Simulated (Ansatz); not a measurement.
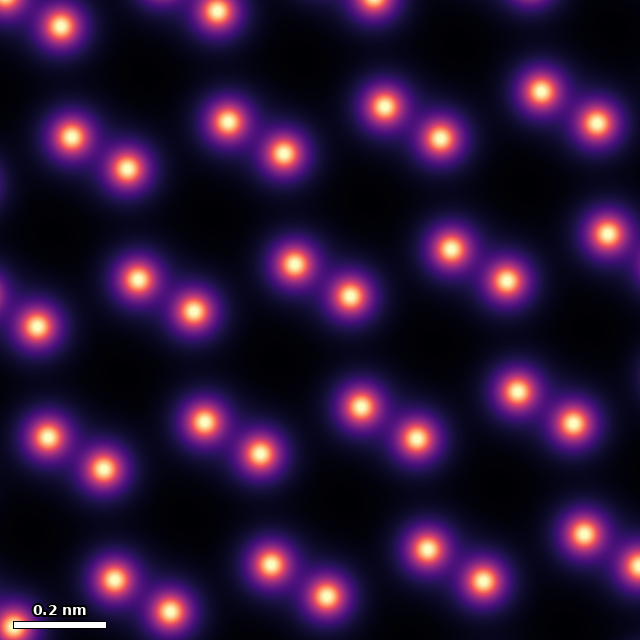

Map of the projected electrostatic potential of Pd (Fd-3m, No. 227) along [110]. Computed as the sum of neutral-atom potentials (tabulated electron scattering factors, B = 0.8 Å²) projected along the beam and smoothed by 0.25 Å; brighter is more positive. The display is stretched by a gamma of 0.7; percentages refer to the linear signal. Structure used: the end point of a relaxation with DFT, LDA (PW92), plane waves (420 eV) with PAW, scalar-relativistic (Ansatz); the starting structure was generated, so it need not be a known form of this composition.

> Interpret the image.

The columns repeat on a centred rectangular net of 3.97 × 5.62 Å (plane group c2mm). All columns are alike (Pd). The shortest distance between visible columns is 1.40 Å in projection. Along the beam the structure repeats every 3.97 Å.

> What mean inner potential do neutral atoms give for this crystal?

About 16 V (the sum of the forward scattering factors over the cell volume; bonding usually lowers the true value).
